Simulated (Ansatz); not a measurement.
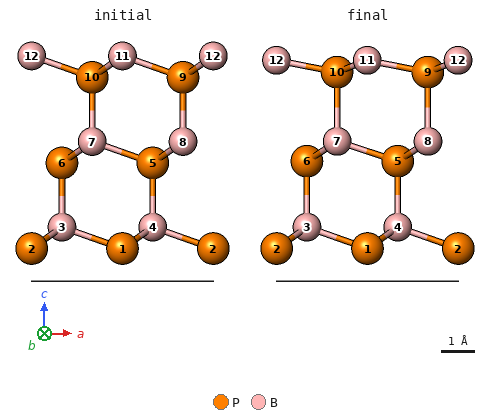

The structure of a slab of composition BP (cut from the F-43m phase) before (left) and after (right) a constrained relaxation, at one scale.

The picture is a ball-and-stick view of the 1 × 3 repeat of the cell, outlined in the plane, without the vacuum, seen along the b axis.

Case: lower part held, upper part relaxed from the bulk's places. The slab is the (1 1 1) face of BP. 4 atoms are held fixed.

Method: DFT PBEsol, scalar-relativistic, plane waves, PAW (Ansatz 0.2.0). (plane-wave cutoff 420 eV; k-point mesh 5 × 9 × 1; occupations gaussian; smearing width 0.05 eV; no spin polarisation; dipole correction; atoms relaxed in a fixed cell; force threshold 0.02 eV/Å; at most 90 steps)

Question: Describe what moved and what it gained.

Answer: Over 4 geometry steps the energy falls by 0.628 eV per cell of the calculation. The largest force component goes from 2.6 to 0.013 eV/Å. The largest moves, 0.16 Å, are those of P9 and P10. P9 goes along the normal (+c). Largest moves by element: P 0.16 Å, B 0.13 Å. The lattice vectors keep their values. Near-neighbour distances that change, for instance: B7–P10 1.957 → 2.110 Å, P10–B11 1.957 → 1.880 Å, B3–P6 1.957 → 2.009 Å, P5–B7 1.957 → 1.942 Å. Bond angles that change, for instance: B8–P9–B11 109.5° → 101.2°, P9–B11–P10 109.5° → 116.4°, B11–P9–B12 109.5° → 116.4°. Cost: 44 s on 2 threads of Intel(R) Xeon(R) 6975P-C (Granite Rapids) (shared host), peak memory 0.74 GiB.
